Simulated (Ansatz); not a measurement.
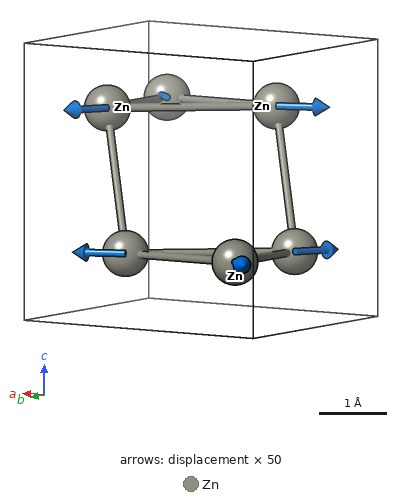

A relaxation of a crystal of Zn (set up in P6_3/mmc). The starting structure is drawn; blue arrows show the displacements (the part carried along by the change of the cell is left out), magnified 50 times.

Style: ball-and-stick. Shown: the cell of the calculation, from a free direction.

Case: 2 of 2 Li taken out, relaxed.

Level of theory: DFT PBE, scalar-relativistic, plane waves, PAW (Ansatz 0.2.0). Set-up: plane-wave cutoff 420 eV; k-point mesh 6 × 6 × 8; occupations gaussian; smearing width 0.1 eV; no spin polarisation; cell and atoms relaxed; force threshold 0.025 eV/Å; at most 70 steps.

Describe the change and its energy.

Answer. Over 2 accepted moves (3 points after the start) the energy falls by 2.5 meV per atom. The largest force component goes from 0.11 to 0.003 eV/Å. The pressure goes from 0.34 to −0.04 GPa. The SCF was repeated once at an unchanged geometry on a basis and grid sized afresh for the cell, which shifted the energy by 0.1 meV per atom at most. The largest moves relative to the cell, 0.017 Å, are those of Zn atoms. Cell: a = b 5.389 → 5.344 Å (−0.8 %), c 4.170 → 4.272 Å (+2.4 %). Volume +0.7 %. Among the contacts that change: Zn–Zn 2.813 → 2.760 Å, Zn–Zn 2.643 → 2.665 Å, Zn–Zn 2.576 → 2.585 Å. The space group stays P6_3/mmc (No. 194).
